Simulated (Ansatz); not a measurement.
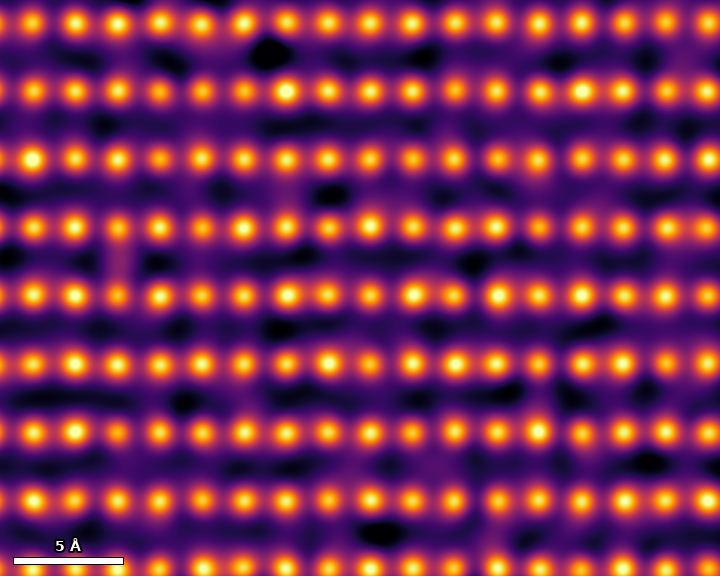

Integrated-DPC-like image of Eu (P6_3/mmc, No. 194) along [210]. Simulated as the projected potential of neutral atoms (B = 0.5 Å²) blurred by a 0.98 Å probe, the thin-sample limit of integrated differential phase contrast. The speckle of an amorphous layer was added. Model: the geometry relaxed at fixed volume with DFT PBE, spin-orbit coupling, plane waves, PAW (Ansatz 0.2.0); the starting structure was generated, so it need not be a known form of this composition.

Describe what the image shows.

Answer. The columns repeat on a rectangular net of 1.94 × 3.15 Å (plane group p2mm). All columns are alike (Eu). The shortest distance between visible columns is 1.94 Å in projection. Along the beam the structure repeats every 6.73 Å.
